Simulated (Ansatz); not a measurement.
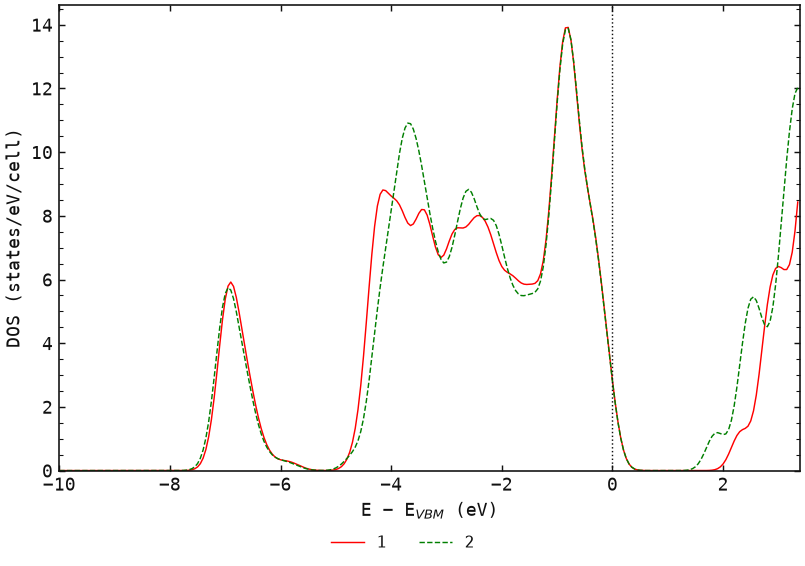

Densities of states of two runs on TiPbO₃, space group Pm-3m, 10 atoms in the cell, each from its own valence-band top, built from the levels of each run's k mesh with Gaussians 0.4 eV wide, which blur the band edges.

Input of the base run:

```
crystal:
  lattice:
    - [4.00829296, 4.00829296, 0.0]
    - [4.00829296, -4.00829296, 0.0]
    - [0.0, 0.0, 4.00829296]
  atoms:
    - { symbol: Pb, position: [0.0, 0.0, 0.0] }
    - { symbol: Pb, position: [0.5, 0.5, 0.0] }
    - { symbol: Ti, position: [0.0, 0.5, 0.5] }
    - { symbol: Ti, position: [0.5, 0.0, 0.5] }
    - { symbol: O, position: [0.0, 0.5, 0.0] }
    - { symbol: O, position: [0.5, 0.0, 0.0] }
    - { symbol: O, position: [0.25, 0.25, 0.5] }
    - { symbol: O, position: [0.75, 0.75, 0.5] }
    - { symbol: O, position: [0.25, 0.75, 0.5] }
    - { symbol: O, position: [0.75, 0.25, 0.5] }
  symmetry: { tolerance: 0.0003 }
kpoints:
  mp_grid: { grid: [3, 3, 5], shift: [0, 0, 0] }
magnetization:
  spin_polarized: false
scf:
  occupations: { method: gaussian, width: 0.0719 }
hamiltonian:
  pseudopotentials: { kind: paw }
  xc: pbe
basis:
  ecutwfc: 420
output:
  forces: true
  stress: true
  eigenvalues: true
```

Command:
```bash
ansatz run input.yaml --threads 1 --pin off --max-ram 2560MiB --backend cpu --events-out ev --progress --plain --runs-dir out
```

The second run changes magnetization from { spin_polarized: false } to { spin_polarized: true } (random starting moments) and hamiltonian.hubbard from the default to { sites: [{ species: Ti, l: d, u_eff: 8.0 }], double_counting: amf }.

**Which curve is the changed run?**

Curve 1. The base run has a gap of 1.86 eV on its mesh; the changed run has a gap of 2.31 eV on its mesh.

On the base run: Spin-orbit coupling is left out, which matters for Pb.
